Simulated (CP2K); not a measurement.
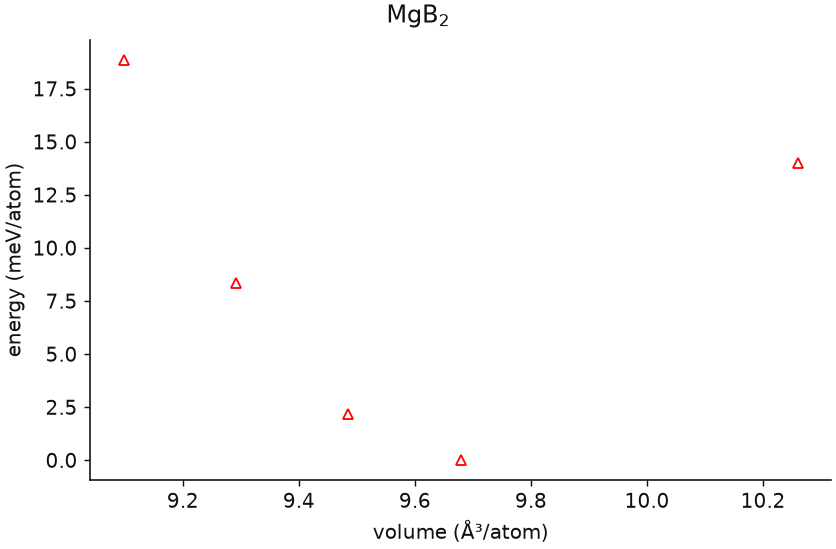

The figure shows the energy against volume for MgB₂, space group P6/mmm (No. 191).

Cell as given: a = 3.085 Å, b = 3.085 Å, c = 3.523 Å, α = 90.00°, β = 90.00°, γ = 120.00°; 3 atoms.

Computed with CP2K 2026.2: DFT in Gaussian orbitals with a plane-wave density, no spin polarisation; energies at scaled volumes of the given cell, shape and fractions fixed, counted from the fit's minimum, third-order Birch-Murnaghan fit. Level: PBE.

```csv
setting,value
k mesh,10×10×8
occupations,Fermi–Dirac
smearing width,0.05 eV
potentials,GTH PBE with UZH TZVP basis
density cutoff,19050 eV
program settings,"ngrids 5, basis sets Mg TZVP-MOLOPT-PBE-GTH-q10, basis sets B TZVP-MOLOPT-PBE-GTH-q3, cutoff ry 1400 Ry, rel cutoff ry 60 Ry"
```

The points at volume 9.87 Å³/atom and 10.07 Å³/atom are left out of the plot. What values does the calculation give there?

```csv
volume (Å³/atom),energy (meV/atom)
9.87,1.50
10.07,6.17
```

Note: shape and atomic fractions are frozen while scaling, which makes layered, chain and framework solids too stiff.
